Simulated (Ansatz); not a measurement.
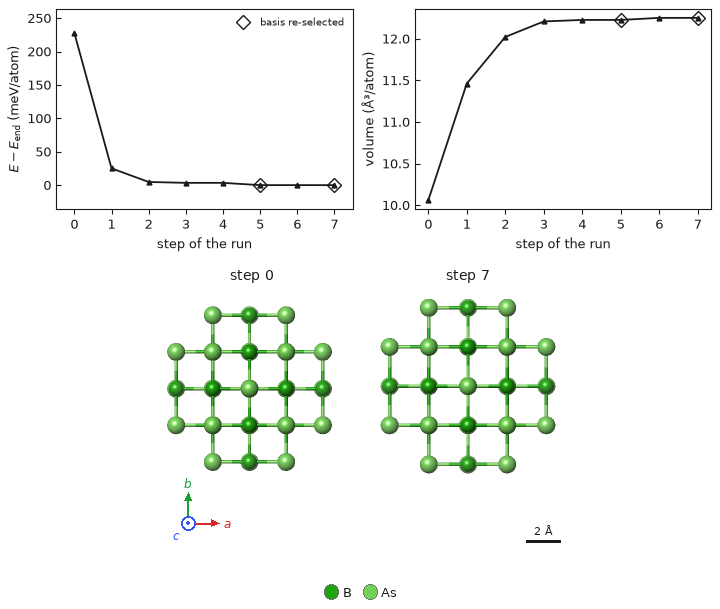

First and last geometry of a relaxation of a crystal of BAs (built on the rocksalt type), with the history of the run. Style: ball-and-stick. Shown: the conventional cell (4 times the calculation's cell), along the c axis. Lengths and directions refer to the drawn axes.

Theory: Ansatz, DFT, PBE, plane waves, PAW.

The input:
```yaml
crystal:
  lattice:
    - [0.0, 2.158618, 2.158618]
    - [2.158618, 0.0, 2.158618]
    - [2.158618, 2.158618, 0.0]
  atoms:
    - { symbol: B, position: [0.0, 0.0, 0.0] }
    - { symbol: As, position: [0.5, 0.5, 0.5] }
kpoints:
  mp_grid: { grid: [10, 10, 10] }
hamiltonian:
  xc: pbe
scf:
  occupations: { method: fermi_dirac, width: 0.02 }
relax:
  f_tol: 0.005
  cell: {}
```

Command:
```bash
ansatz run input.yaml --threads 2 --pin off --max-ram 2211MiB --backend cpu --events-out ev --progress --plain --runs-dir out
```

**What do the curves and the structures tell?**

It converged. After 5 accepted moves (7 points after the start) the energy has fallen by 228 meV per atom. All forces vanish by symmetry, so only the cell relaxes. Pressure: 39.42 GPa at the start and 0.01 GPa at the end. The SCF was repeated twice at an unchanged geometry on a basis and grid sized afresh for the cell, which shifted the energy by 3.4 meV per atom at most. No atom moves by more than 0.005 Å relative to the cell. The drawn cell changes as follows: a = b = c 4.317 → 4.611 Å (+6.8 %); the volume changes by +21.8 %. Near-neighbour distances that change, for instance: B1–As2 2.159 → 2.305 Å. The space group stays Fm-3m (No. 225). Cost: 4.8 s on 2 threads of Arm Neoverse V1 (shared host), peak memory 0.29 GiB.

| step | E − E(0), meV/atom | pressure, GPa | volume, Å³/atom | note |
| --- | --- | --- | --- | --- |
| 0 | 0.00 | 39.42 | 10.058 |  |
| 1 | -202.50 | 9.88 | 11.461 |  |
| 2 | -222.90 | 2.35 | 12.022 |  |
| 3 | -224.23 | 0.21 | 12.208 |  |
| 4 | -224.23 | 0.00 | 12.226 |  |
| 5 | -227.62 | 0.27 | 12.226 | same geometry, new basis |
| 6 | -227.63 | 0.01 | 12.251 |  |
| 7 | -227.65 | 0.01 | 12.251 | same geometry, new basis |
